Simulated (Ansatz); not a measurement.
**Ag: geometry relaxation (part 2 of 2)**

Continued. System: Ag (slab, 12 atoms in the cell). Method: DFT PBE, scalar-relativistic, plane waves, PAW, no spin polarisation (Ansatz 0.2.0); cutoff 420 eV, 4×4×1 k-mesh, Gaussian smearing of 0.1 eV. The structure derives from an entry of the Crystallography Open Database. The input holds or restrains some coordinates. Forces given for the steps count only the free coordinates. It belongs to a series of runs on one base structure; here: clean slab, lower planes held.

### Output, continued
```
  k-point 1: bands = ["-89.0335", "-89.0269", "-89.0256", "-89.0256", "-88.8486", "-88.8473", "-88.8422", "-88.8408", "-88.8408", "-88.8408", "-88.8395", "-88.8395", "-52.5575", "-52.5575", "-52.5504", "-52.5389", "-52.5260", "-52.5234", "-52.5234", "-52.4940", "-52.4940", "-52.4814", "-52.4743", "-52.4621", "-52.3774", "-52.3774", "-52.3718", "-52.3718", "-52.3704", "-52.3654", "-52.3211", "-52.3163", "-52.3163", "-52.3150", "-52.3150", "-52.3121", "-52.3106", "-52.3106", "-52.3103", "-52.3078", "-52.3069", "-52.3069", "-52.3044", "-52.3029", "-52.2968", "-52.2954", "-52.2858", "-52.2844", "-3.7220", "-3.0207", "-2.9148", "-2.8942", "-2.8942", "-2.8667", "-2.8404", "-2.8404", "-2.7803", "-2.7332", "-2.7332", "-2.6996", "-2.5344", "-2.4048", "-2.4048", "-2.0377", "-2.0377", "-1.9239", "-1.9105", "-1.8358", "-1.7556", "-1.7515", "-1.7299", "-1.7299", "-1.6564", "-1.6564", "-1.5762", "-1.5246", "-1.4829", "-1.4709", "-1.3327", "-1.2620", "-1.2006", "-1.2006", "-1.1986", "-0.9327", "-0.9327", "-0.8634", "-0.8631", "-0.8184", "-0.7258", "-0.7058", "-0.7058", "-0.6813", "-0.5403", "-0.4963", "-0.4963", "-0.4134", "-0.4008", "-0.4008", "-0.3743", "-0.3017", "-0.3017", "-0.2386", "-0.1684", "-0.1519", "-0.1519", "-0.1483", "-0.1342", "-0.0625", "-0.0050", "-0.0050", "0.8264", "1.9832", "2.2120", "2.7403", "2.7403", "3.9603", "3.9603", "4.0264", "4.7298", "5.6812", "5.6812", "7.0884", "7.1206", "7.1206", "7.6267", "7.6488", "7.9552", "7.9552", "8.1523", "8.2966", "9.1636", "9.1636", "9.4777", "9.8870", "10.0260", "10.1070", "10.6569"]
  k-point 2: bands = ["-89.0302", "-89.0302", "-89.0256", "-89.0256", "-88.8454", "-88.8454", "-88.8441", "-88.8441", "-88.8408", "-88.8408", "-88.8395", "-88.8395", "-52.5459", "-52.5459", "-52.5321", "-52.5321", "-52.5229", "-52.5229", "-52.5126", "-52.5126", "-52.5059", "-52.5059", "-52.4718", "-52.4718", "-52.3663", "-52.3663", "-52.3615", "-52.3615", "-52.3337", "-52.3337", "-52.3316", "-52.3316", "-52.3274", "-52.3274", "-52.3259", "-52.3259", "-52.3156", "-52.3156", "-52.3094", "-52.3094", "-52.3090", "-52.3090", "-52.3079", "-52.3079", "-52.2951", "-52.2951", "-52.2937", "-52.2937", "-2.9942", "-2.9942", "-2.6986", "-2.6986", "-2.6514", "-2.6514", "-2.5527", "-2.5527", "-2.4029", "-2.4029", "-2.4028", "-2.4028", "-2.2589", "-2.2589", "-2.1664", "-2.1664", "-1.9474", "-1.9474", "-1.9068", "-1.9068", "-1.8667", "-1.8667", "-1.7013", "-1.7013", "-1.4896", "-1.4896", "-1.4646", "-1.4646", "-1.4174", "-1.4174", "-1.3728", "-1.3728", "-1.1846", "-1.1846", "-1.1653", "-1.1653", "-1.1624", "-1.1624", "-1.0678", "-1.0678", "-0.9578", "-0.9578", "-0.9071", "-0.9071", "-0.8479", "-0.8479", "-0.7783", "-0.7783", "-0.7488", "-0.7488", "-0.7056", "-0.7056", "-0.5268", "-0.5268", "-0.4591", "-0.4591", "-0.1741", "-0.1741", "-0.1460", "-0.1460", "-0.0050", "-0.0050", "0.5466", "0.5466", "2.6097", "2.6097", "3.1124", "3.1124", "3.9215", "3.9215", "5.7054", "5.7054", "6.1714", "6.1714", "8.0845", "8.0845", "8.7884", "8.7884", "8.8291", "8.8291", "8.9163", "8.9163", "9.1507", "9.1507", "9.1764", "9.1764", "10.4302", "10.4302", "10.8907"]
  k-point 3: bands = ["-89.0312", "-89.0279", "-89.0279", "-89.0246", "-88.8463", "-88.8450", "-88.8431", "-88.8431", "-88.8418", "-88.8418", "-88.8399", "-88.8386", "-52.5470", "-52.5340", "-52.5338", "-52.5338", "-52.5275", "-52.5275", "-52.5210", "-52.5187", "-52.4998", "-52.4843", "-52.4843", "-52.4708", "-52.3671", "-52.3630", "-52.3543", "-52.3543", "-52.3506", "-52.3506", "-52.3396", "-52.3376", "-52.3215", "-52.3201", "-52.3169", "-52.3124", "-52.3124", "-52.3095", "-52.3095", "-52.3090", "-52.3088", "-52.3070", "-52.3065", "-52.3065", "-52.3052", "-52.3052", "-52.2939", "-52.2926", "-3.0858", "-2.7067", "-2.7067", "-2.6620", "-2.6155", "-2.6155", "-2.5838", "-2.5838", "-2.5684", "-2.4830", "-2.3873", "-2.3233", "-2.3019", "-2.1968", "-2.1682", "-2.1682", "-1.9617", "-1.9617", "-1.9290", "-1.8475", "-1.8281", "-1.7984", "-1.7984", "-1.7983", "-1.6150", "-1.5833", "-1.5498", "-1.5498", "-1.5390", "-1.4487", "-1.4487", "-1.4401", "-1.3619", "-1.2041", "-1.2041", "-1.1798", "-1.1553", "-1.1001", "-1.0347", "-1.0093", "-1.0093", "-0.9178", "-0.8430", "-0.8430", "-0.8368", "-0.7880", "-0.7880", "-0.7718", "-0.6494", "-0.6086", "-0.5757", "-0.4640", "-0.4640", "-0.3250", "-0.3132", "-0.2616", "-0.2616", "-0.2231", "-0.1633", "-0.1633", "-0.1407", "0.3451", "0.4990", "0.4990", "1.6960", "1.6960", "2.7742", "4.2086", "4.2086", "5.2095", "5.2416", "5.5660", "6.4281", "7.0545", "7.0545", "7.4585", "7.7540", "8.4125", "8.5321", "8.6954", "8.8164", "9.0878", "9.0878", "9.4052", "9.8876", "9.8876", "10.1281", "10.1650", "10.1650"]
--- Relaxed structure (2 steps of the walk, 2 accepted, 0 SCFs on fresh bases) ---
  F+E_penalty+E_count = -91083.67170471 eV   max|allowed force component| = 7.869e-3 eV/Å
  atoms:
    - { symbol: Ag, position: [0.33333333333333337, 0.16666666666666666, 0.38482326059999994] }
    - { symbol: Ag, position: [0.33333333333333337, 0.6666666666666666, 0.38482326059999994] }
    - { symbol: Ag, position: [0.8333333333333334, 0.16666666666666666, 0.38482326059999994] }
    - { symbol: Ag, position: [0.8333333333333335, 0.6666666666666666, 0.38482326059999994] }
    - { symbol: Ag, position: [0.6666666666666666, 0.33333333333333337, 0.49830328756857495] }
    - { symbol: Ag, position: [0.6666666666666666, 0.8333333333333334, 0.49830328756857495] }
    - { symbol: Ag, position: [0.16666666666666666, 0.33333333333333337, 0.49830328756857495] }
    - { symbol: Ag, position: [0.16666666666666663, 0.8333333333333334, 0.49830328756857495] }
    - { symbol: Ag, position: [0.0, 0.5, 0.6116853260826662] }
    - { symbol: Ag, position: [1.4498779726405407e-33, 2.19922047777669e-33, 0.6116853260826662] }
    - { symbol: Ag, position: [0.5, 0.5, 0.6116853260826662] }
    - { symbol: Ag, position: [0.5, 2.3256124592581086e-33, 0.6116853260826662] }
```

### Trajectory as extended XYZ (Å, eV, eV/Å), 2 frames, from step=1 to step=2
```
12
Lattice="5.8650 0.0000 0.0000 -2.9325 5.0793 0.0000 0.0000 0.0000 20.7888" Properties=species:S:1:pos:R:3:forces:R:3 step=1 energy=-91083.65938
Ag    1.4663    0.8465    8.0000    0.0000   0.0000   0.0718
Ag    0.0000    3.3862    8.0000    0.0000   0.0000   0.0718
Ag    4.3988    0.8465    8.0000    0.0000   0.0000   0.0718
Ag    2.9325    3.3862    8.0000    0.0000   0.0000   0.0718
Ag    2.9325    1.6931   10.3944    0.0000   0.0000   0.0000
Ag    1.4663    4.2327   10.3944    0.0000   0.0000   0.0000
Ag    0.0000    1.6931   10.3944    0.0000   0.0000   0.0000
Ag   -1.4663    4.2327   10.3944    0.0000   0.0000   0.0000
Ag   -1.4663    2.5396   12.7888    0.0000   0.0000  -0.0718
Ag    0.0000    0.0000   12.7888    0.0000   0.0000  -0.0718
Ag    1.4663    2.5396   12.7888    0.0000   0.0000  -0.0718
Ag    2.9325    0.0000   12.7888    0.0000   0.0000  -0.0718
12
Lattice="5.8650 0.0000 0.0000 -2.9325 5.0793 0.0000 0.0000 0.0000 20.7888" Properties=species:S:1:pos:R:3:forces:R:3 step=2 energy=-91083.67171
Ag    1.4663    0.8465    8.0000    0.0000   0.0000   0.0135
Ag    0.0000    3.3862    8.0000    0.0000   0.0000   0.0135
Ag    4.3988    0.8465    8.0000    0.0000   0.0000   0.0135
Ag    2.9325    3.3862    8.0000    0.0000   0.0000   0.0135
Ag    2.9325    1.6931   10.3591    0.0000   0.0000  -0.0056
Ag    1.4663    4.2327   10.3591    0.0000   0.0000  -0.0056
Ag    0.0000    1.6931   10.3591    0.0000   0.0000  -0.0056
Ag   -1.4663    4.2327   10.3591    0.0000   0.0000  -0.0056
Ag   -1.4663    2.5396   12.7162    0.0000   0.0000  -0.0079
Ag    0.0000    0.0000   12.7162    0.0000   0.0000  -0.0079
Ag    1.4663    2.5396   12.7162    0.0000   0.0000  -0.0079
Ag    2.9325    0.0000   12.7162    0.0000   0.0000  -0.0079
```

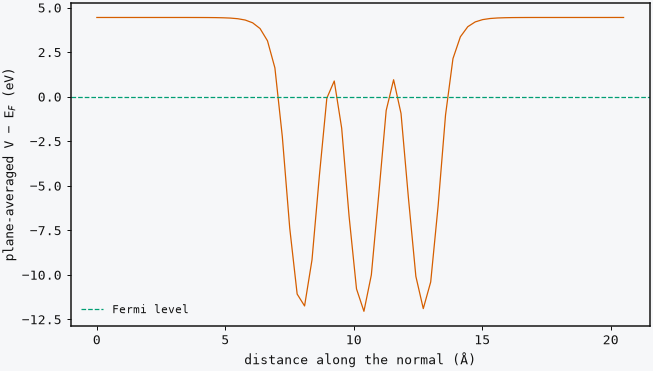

*Plane average of the electrostatic potential energy of an electron across the cell, from the Fermi level.*

The vacuum level lies 4.45 eV above the Fermi level.

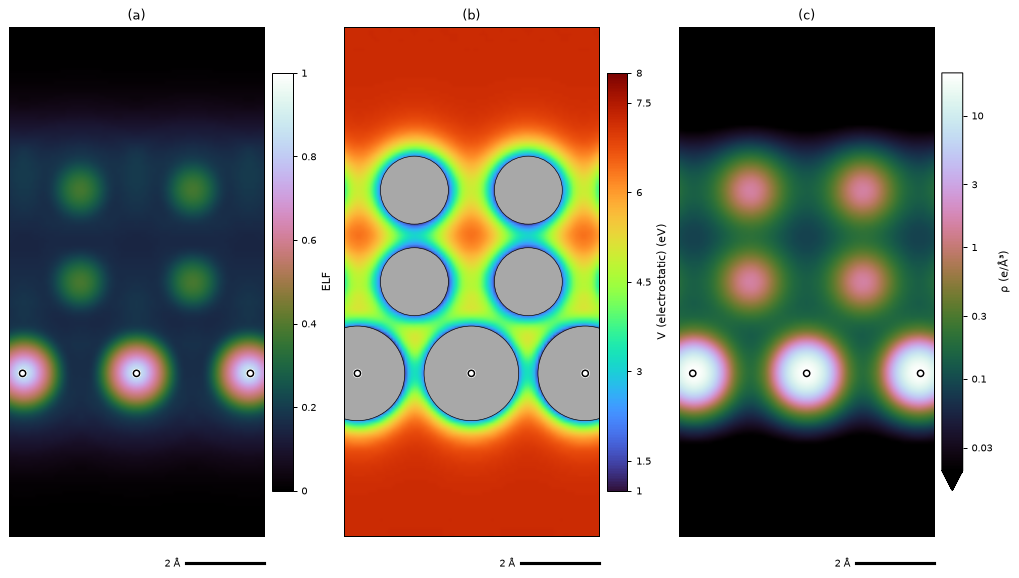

*(a) electron localisation function; (b) electrostatic potential (local pseudopotential plus Hartree) felt by an electron; (c) valence pseudo-density on the (100) plane of the calculation cell, a cut from vacuum to vacuum. Circles mark the nuclei in the plane (Ag). Grey discs, where drawn, cover atomic cores.*

The section cuts through Ag sites. The density dies away to nearly zero in the vacuum. The strong features right at Ag lie inside the PAW spheres (semicore, d or f shells) and say nothing about bonding. Core electrons are frozen (PAW), so the fields are smoothed inside the atomic spheres.

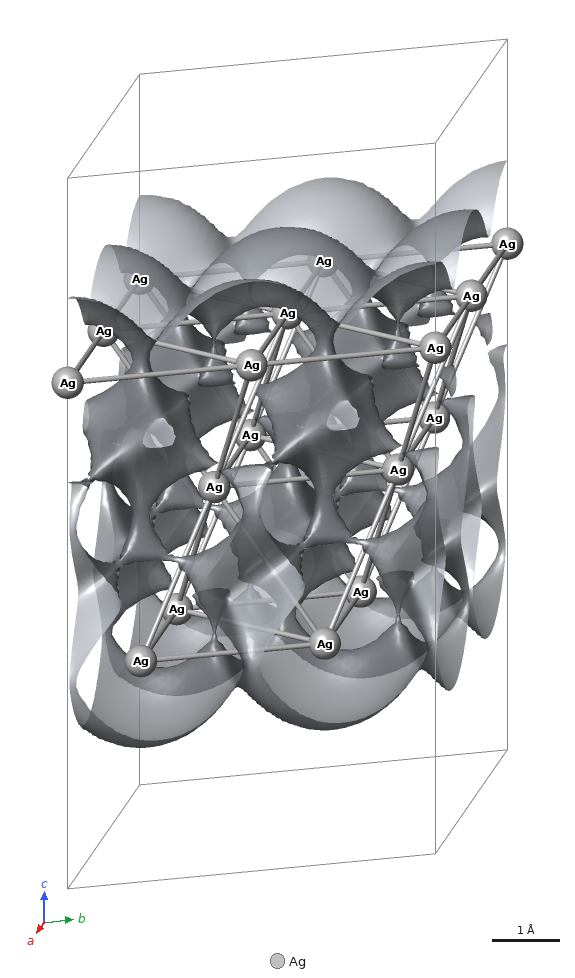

*Isosurface of the valence electron density at 0.15 e/Å³ (grey), seen slightly off an axis. Sticks mark near contacts.*

At this value the density is joined into sheets; it holds about 95 % of the electrons treated as valence (semicore included). On the grid the lowest density along these lines, outside the cores, is 0.21 e/Å³ (Ag–Ag, 2.90 Å).

The run was set up as follows.

### Input file
```yaml
crystal:
  lattice:
    - [5.8650143192, 0.0, 0.0]
    - [-2.9325071596, 5.079251394, 0.0]
    - [0.0, 0.0, 20.7887641388]
  atoms:
    - { symbol: Ag, position: [0.3333333333, 0.1666666667, 0.3848232606] }
    - { symbol: Ag, position: [0.3333333333, 0.6666666667, 0.3848232606] }
    - { symbol: Ag, position: [0.8333333333, 0.1666666667, 0.3848232606] }
    - { symbol: Ag, position: [0.8333333333, 0.6666666667, 0.3848232606] }
    - { symbol: Ag, position: [0.6666666667, 0.3333333333, 0.5] }
    - { symbol: Ag, position: [0.6666666667, 0.8333333333, 0.5] }
    - { symbol: Ag, position: [0.1666666667, 0.3333333333, 0.5] }
    - { symbol: Ag, position: [0.1666666667, 0.8333333333, 0.5] }
    - { symbol: Ag, position: [0.0, 0.5, 0.6151767394] }
    - { symbol: Ag, position: [0.0, 0.0, 0.6151767394] }
    - { symbol: Ag, position: [0.5, 0.5, 0.6151767394] }
    - { symbol: Ag, position: [0.5, 0.0, 0.6151767394] }
basis:
  ecutwfc: 420
kpoints:
  mp_grid: { grid: [4, 4, 1] }
hamiltonian:
  xc: pbe
scf:
  occupations: { method: gaussian, width: 0.1 }
output:
  forces: true
  eigenvalues: true
  write_density: true
  write_potential: true
  elf: true
  volumetric_format: npy
relax:
  adjacent_minimum: "off"
  f_tol: 0.03
  max_steps: 70
  constraints: [{ sites: [0, 1, 2, 3] }]
efield:
  axis: 3
  dipole_correction: true
  ramp_width: 0.04
```

Run as:
```bash
ansatz run input.yaml --threads 4 --pin off --max-ram 12288MiB --backend cpu --events-out ev --progress --plain --runs-dir out
```

### Results in brief

| quantity | value |
| --- | --- |
| outcome | converged under the restraints of the input |
| electrons treated | 228 |
| free energy | −91083.6717 eV |
| work function, top face | 4.45 eV |
| work function, bottom face | 4.45 eV |
| Fermi energy | 2.753 eV |
| gap on the k-point mesh | none (metallic) |
| final volume | 619.29 Å³ |
| work function (upper face) | 4.45 eV |
| largest force (length of the vector) at the end, held atoms and coordinates included | 0.014 eV/Å |
| hardware | 4 threads of Intel Xeon @ 2.50GHz (Skylake/Cascade Lake), 16 GiB of memory available, shared host |
| wall time | 20 s (CPU time 64 s) |
| peak memory | 1.5 GiB |

### Notes

Warnings of the run: the exchange-correlation potential is rough where the density is thin.
